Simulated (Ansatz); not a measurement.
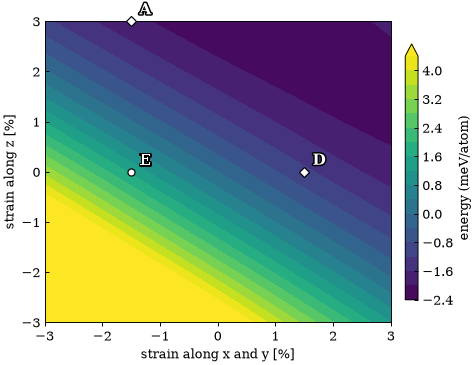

H (Cmce, No. 64; 4 atoms in the cell). 
- The cell is strained homogeneously, by one strain along x and y and another along z, with fractional coordinates fixed (x along [1 0 0], z along [0 0 1] of the conventional cell).
- The first coordinate is: strain along x and y; the second: strain along z.
- The grid has 5 × 5 points.
- Points are written as (first, second).
- Energies: meV/atom, counted from the unstrained cell.
- The reference cell is the one listed in the database, not relaxed at this level.
- Computed with DFT PBEsol, scalar-relativistic, plane waves, PAW in Ansatz. Settings: cutoff 420 eV, k-mesh 6×6×6, gaussian smearing 0.05 eV, no spin polarisation.

The picture shows filled contours, one colour for all values above the top of the scale, lettered points. Between grid points the surface is interpolated.

Q: Rank the lettered points by energy, lowest first.

A: A (−1.9 meV/atom), D (−1.1 meV/atom), E (1.5 meV/atom).

Q: What kind of point is each of D, E: minimum, saddle, maximum or slope?

A: D: on a slope; E: on a slope. (In these two coordinates alone; a stationary point may lie a little off the grid point.)
